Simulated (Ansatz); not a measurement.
**AlCu: 8 runs along one coordinate**

System: AlCu (Pm-3m, 2 atoms in the cell).
Method: DFT PBEsol, scalar-relativistic, plane waves, PAW, no spin polarisation (Ansatz 0.2.0).

The 8 runs differ only in the geometry, by an even scaling of the cell at fixed fractional positions. The structure derives from a Materials Project entry.

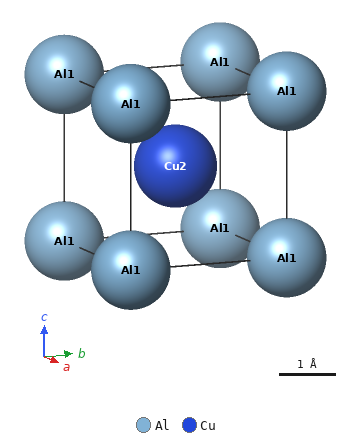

Figure 1. The structure of run 5 (spheres-only view of the cell of the calculation, seen slightly off an axis; atoms are numbered from 1 in the order of the input).

### Input of run 5
```yaml
crystal:
  lattice:
    - [3.0410628058, 0.0, 0.0]
    - [0.0, 3.0410628058, 0.0]
    - [0.0, 0.0, 3.0410628058]
  atoms:
    - { symbol: Al, position: [0.0, 0.0, 0.0] }
    - { symbol: Cu, position: [0.5, 0.5, 0.5] }
basis:
  ecutwfc: 420
kpoints:
  mp_grid: { grid: [14, 14, 14] }
hamiltonian:
  xc: pbesol
scf:
  occupations: { method: gaussian, width: 0.1 }
output:
  forces: true
  stress: true
  eigenvalues: true
```

Run 7 differs from it as follows:
```diff
-    - [3.0410628058, 0.0, 0.0]
-    - [0.0, 3.0410628058, 0.0]
-    - [0.0, 0.0, 3.0410628058]
+    - [3.1236741538, 0.0, 0.0]
+    - [0.0, 3.1236741538, 0.0]
+    - [0.0, 0.0, 3.1236741538]
```

### Results, with one run withheld

```tsv
run	volume per atom (Å³)	free energy per atom, from the lowest run given (meV)	pressure (GPa)
1	12.126	21.28	9.32
2	12.502	5.26	4.47
3	12.572	3.48	3.65
4	12.813	0.00	1.03
5	14.062	34.36	−8.94
6	14.400	55.27	−10.81
7	15.239	?	?
8	15.511	146.63	−15.14
```

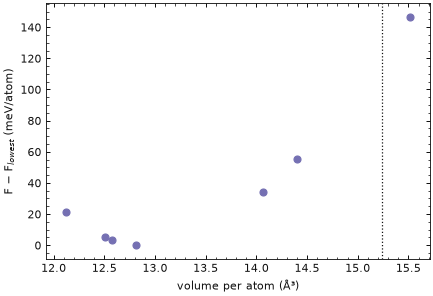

Figure 2. Free energy per atom of the runs given; the dotted line marks run 7.

Fit the runs given and predict run 7.

A cubic polynomial in V^(−2/3) (the Birch–Murnaghan form), fitted to the 7 runs given, misses them by at most 0.04 meV per atom. With x = V^(−2/3) − 0.17772 Å⁻², it reads F = 5.1867 − 2755.6 x + 3.4285e+05 x² + 7.3553e+05 x³ (meV per atom). At run 7 it gives 121.55 meV per atom, and the run itself gives 121.64. The slope of the fit gives a pressure −dF/dV of −14.33 GPa there, and the run prints −14.29 GPa. The fit has its minimum at 12.913 Å³ per atom, where V d²F/dV² gives 128 GPa: the bulk modulus at this level, since symmetry fixes the shape and the positions.

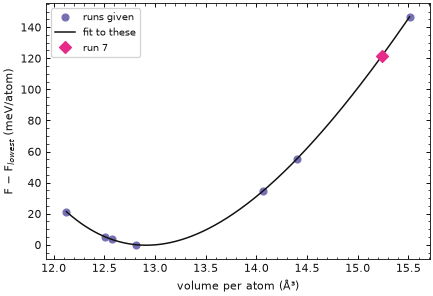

Figure 3. The fit and the withheld run.

### Output, shortened to warnings, some set-up lines, iterations and results (run 7)
```
Basis set: ecut = 420 eV, 619 PW (Γ), exchange–correlation on 48×48×48 points (8 copies of the dense FFT grid, shifted against one another)
Symmetry: 48 space group operations
k-points: 120 of 2744
Initial density: superposition of atomic densities (neutral atoms: chi_scale 0, normalization atom), corrected by the library's trained network
[...]
SCF iter   1: F=—  HF=-7113.393717 eV  |F-HF|=—  |Δ(HF+E_count)|=         —  Δρ=1.35e-2  dr2=2.80e-2  ethr=1.77e-3  ⟨swp⟩=4.5  Hψ=8163  notcnv=0
SCF iter   2: F=—  HF=-7113.388317 eV  |F-HF|=—  |Δ(HF+E_count)|=   5.40e-3  Δρ=2.32e-3  dr2=1.20e-3  ethr=1.27e-4  ⟨swp⟩=2.2  Hψ=3673  notcnv=0  defer=7
SCF iter   3: F=—  HF=-7113.387889 eV  |F-HF|=—  |Δ(HF+E_count)|=   4.28e-4  Δρ=1.12e-3  dr2=2.37e-4  ethr=5.44e-6  ⟨swp⟩=1.1  Hψ=1818  notcnv=0  defer=7
SCF iter   4: F=—  HF=-7113.387805 eV  |F-HF|=—  |Δ(HF+E_count)|=   8.44e-5  Δρ=2.62e-5  dr2=1.21e-7  ethr=1.08e-6  ⟨swp⟩=2.1  Hψ=2323  notcnv=0  defer=7
SCF iter   5: F=—  HF=-7113.387776 eV  |F-HF|=—  |Δ(HF+E_count)|=   2.85e-5  Δρ=9.01e-6  dr2=1.07e-8  ethr=5.49e-10  ⟨swp⟩=2.0  Hψ=2642  notcnv=0  defer=7
SCF iter   6: F=-7113.387776 eV  HF=-7113.387776 eV  |F-HF|=2.56e-10  |Δ(HF+E_count)|=   1.92e-8  Δρ=1.11e-6  dr2=1.97e-10  ethr=4.86e-11  ⟨swp⟩=2.3  Hψ=5677  notcnv=0
SCF 1 converged in 6 iterations: F = -7113.387776 eV  dr2 = 1.97e-10
SCF converged after 6 iterations
Free energy (F): -7113.387776 eV
Harris-Foulkes:  -7113.387776 eV  (|F-HF|=2.56e-10)
Internal energy: -7113.383016 eV  (E = F + TS)
E sigma→0 (E₀):  -7113.385396 eV
Entropy (-TS):   -0.004760 eV (-2.380 meV/atom)
Fermi energy:    10.948136 eV
--- Per-component energies (eV) ---
  E_band       = -464.815261
  E_kinetic    = 320.639849
  E_local      = -5403.040087  (includes V_loc(G=0)·N_el)
  E_nonlocal   = 400.949078
  E_hartree    = 2406.470597
  E_xc         = -127.200599
  E_vxc        = -142.979402  (∫ρ·V_xc dr)
  E_paw        = -2081.003545  (= ΣΔE_a)
  E_vpaw       = -453.325009  (= ΣTr[D̂ρ^β])
  E_aug_tail   = 0.000276  (compensation charges beyond the density's cutoff)
  E_ewald      = -2630.423927
  E_core_change = 0.225341  (= ΣΔE_core)
  E_smearing   = -0.004760  (= −TS)
  E_closure    = 0.000000  (closes the sum)
  Σ components = -7113.387776   (vs F -7113.387776, Δ=0.00e0)
--- Forces (eV/Å), atoms counted from 1 ---
  atom   1  Al    -0.00000000     0.00000000     0.00000000
  atom   2  Cu     0.00000000     0.00000000     0.00000000
  max |Σ_I F_I| component: 6.20e-29 eV/Å
--- Stress (GPa, compression-positive) ---
      -14.293000       0.000000       0.000000
        0.000000     -14.293000       0.000000
        0.000000       0.000000     -14.293000
  P = ⅓ Tr σ = -14.2930 GPa (-142.930 kbar)
```
